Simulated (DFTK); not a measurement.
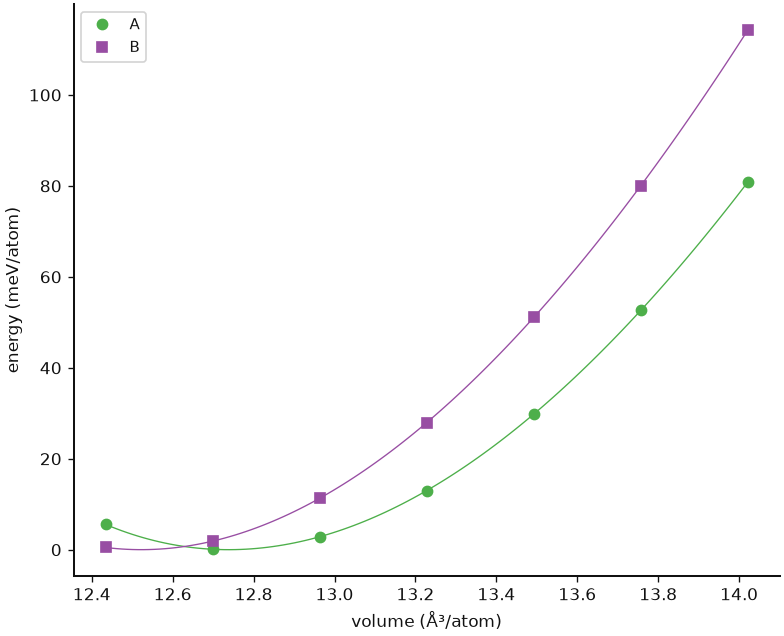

The plot gives the computed energy against volume, with one curve for each functional, for ZrC (space group Fm-3m). The labels are replaced by letters. In alphabetical order the cases are: LDA; PBEsol.

How it was computed, with DFTK 0.8.2: plane-wave DFT, no spin polarisation; energies at scaled volumes of the given cell, shape and fractions fixed, counted from the fit's minimum, third-order Birch-Murnaghan fit. All runs: no spin polarisation.

- occupations: Fermi–Dirac
- smearing width: 0.05 eV
- wave cutoff: 1116 eV

### Which letter stands for which functional?

A: PBEsol; B: LDA.
